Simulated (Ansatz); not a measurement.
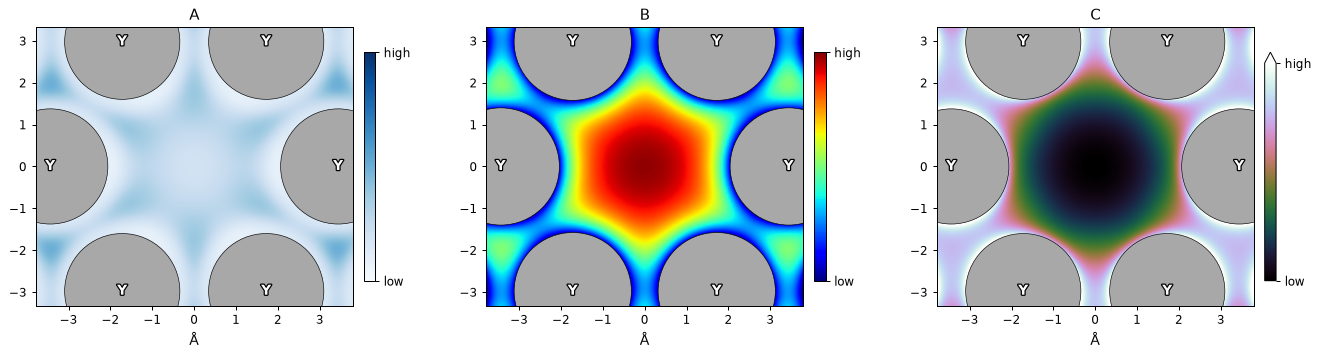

Y: 3 fields on the (111) plane of the conventional cell, with unlabelled colour scales. Grey discs cover the atomic cores.

Space group Pm-3m; a structure generated by program, which may or may not match a known phase; computed without spin polarisation.

Method: DFT PBE, scalar-relativistic, plane waves, PAW in Ansatz 0.2.0.

### Which field does each panel show? The fields are: electron localisation function, electrostatic potential energy of an electron and valence pseudo-density.

Panel A: electron localisation function. Panel B: electrostatic potential energy of an electron (low next to the atoms, rising into the space between them). Panel C: valence pseudo-density. From the grid: Y–Y (3.44 Å): ρ at the midpoint is about 0.11 e/Å³; the ELF is about 0.25 at the midpoint (no shared electron pair shows on this line).
